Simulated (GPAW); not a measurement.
Consider Si (diamond-type (Si)1-x(Ge)x, x = 0, Fd-3m).

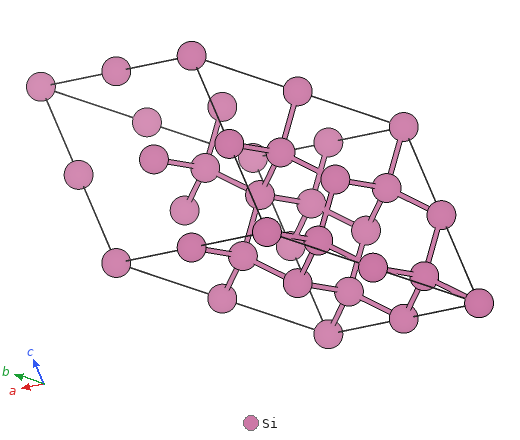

The structure (silicon pink). Bonds to atoms that aren't drawn are left out. Some periodic images of atoms are drawn too.

```cif
data_structure
_symmetry_space_group_name_H-M 'P 1'
_symmetry_Int_Tables_number 1
_cell_length_a 7.6806
_cell_length_b 7.6806
_cell_length_c 7.6806
_cell_angle_alpha 60.000
_cell_angle_beta 60.000
_cell_angle_gamma 60.000
_cell_volume 320.38
loop_
_atom_site_label
_atom_site_type_symbol
_atom_site_fract_x
_atom_site_fract_y
_atom_site_fract_z
_atom_site_occupancy
Si1 Si 0.00000 0.00000 0.00000 1
Si2 Si 0.12500 0.12500 0.12500 1
Si3 Si 0.00000 0.00000 0.50000 1
Si4 Si 0.12500 0.12500 0.62500 1
Si5 Si 0.00000 0.50000 0.00000 1
Si6 Si 0.12500 0.62500 0.12500 1
Si7 Si 0.00000 0.50000 0.50000 1
Si8 Si 0.12500 0.62500 0.62500 1
Si9 Si 0.50000 0.00000 0.00000 1
Si10 Si 0.62500 0.12500 0.12500 1
Si11 Si 0.50000 0.00000 0.50000 1
Si12 Si 0.62500 0.12500 0.62500 1
Si13 Si 0.50000 0.50000 0.00000 1
Si14 Si 0.62500 0.62500 0.12500 1
Si15 Si 0.50000 0.50000 0.50000 1
Si16 Si 0.62500 0.62500 0.62500 1
```

Absorber: atom 1, with 4 Si at 2.35 Å (tetrahedral). Method: GPAW, LDA, excited-electron core hole (neutral cell), 16-atom cell with 7.7 Å between holes, 4×4×4 k points, dipole transitions, Gaussian full width 0.9 eV up to 4 eV, rising linearly to 3.5 eV at 25 eV.

Q: Where do the maxima of the Si K edge fall?

Main maxima up to 24 eV above the zero (height): 1.8 eV (1.30), 3.6 eV (1.71), 7.0 eV (1.38), 9.6 eV (1.21), 13.0 eV (1.15) and 17.5 eV (0.90). A K edge sees empty p states on the absorber. The total-energy difference is 1843.54 eV. One term is added: -14.86 eV, since the hole is spin-paired here and a spin-polarised one costs that much less in the free atom (computed apart). The photon energy is then 1828.68 eV. The tabulated edge of the element is 1839 eV. The functional leaves an error in such absolute values: in the free atom LDA prices this hole 7.8 eV below PBE (computed apart), and PBE is itself good to a few eV.

The Si K spectrum (energy from the bottom of the conduction band, which holds the excited electron; intensity scaled to a mean of 1 over the first 20 eV):

```tsv
E (eV)	intensity
-2.0	0.00
-0.5	0.01
1.0	0.88
2.5	1.16
4.0	1.60
5.5	0.86
7.0	1.38
8.5	0.80
10.0	1.15
11.5	0.95
13.0	1.15
14.5	0.89
16.0	0.76
17.5	0.90
19.0	0.78
20.5	0.73
22.0	0.63
23.5	0.61
25.0	0.79
```

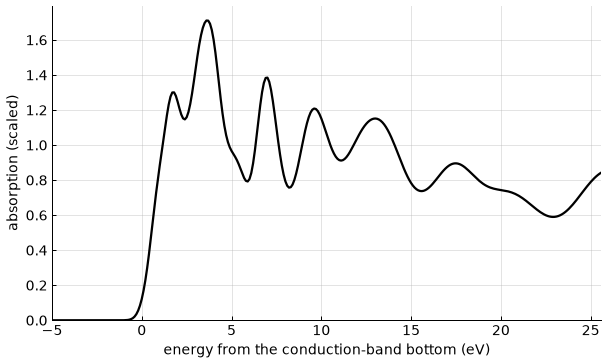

The Si K edge.

The mesh is coarse (0.25 Å⁻¹ between points), so small maxima may be mesh ripples. Lifetime broadening is put in by hand, and intensities beyond about 20 eV depend on it and on the partial waves; weight that the partial waves miss at high energy is lost.

[Banner, clock and machine lines of the logs are left out without a mark of their own.]

[Logs are printed without paths, hosts, clocks, repeated set-up lines and the standing remarks that a program may print on its own settings, such as how far it seeks lower states.]

[Hosts, paths, dates, database ids (printed as entryN), source tags and the programs' standing remarks are cut or masked in the printed files.]

[Lists of maxima count a maximum above −3 eV only where it reaches 4 % of the highest in the window and stands out from its surroundings by 2 % of it (1.5 % where it reaches 55 %); shoulders and weaker maxima are passed over, and of the rest the first, up to two pre-edge ones and the few strongest are named.]
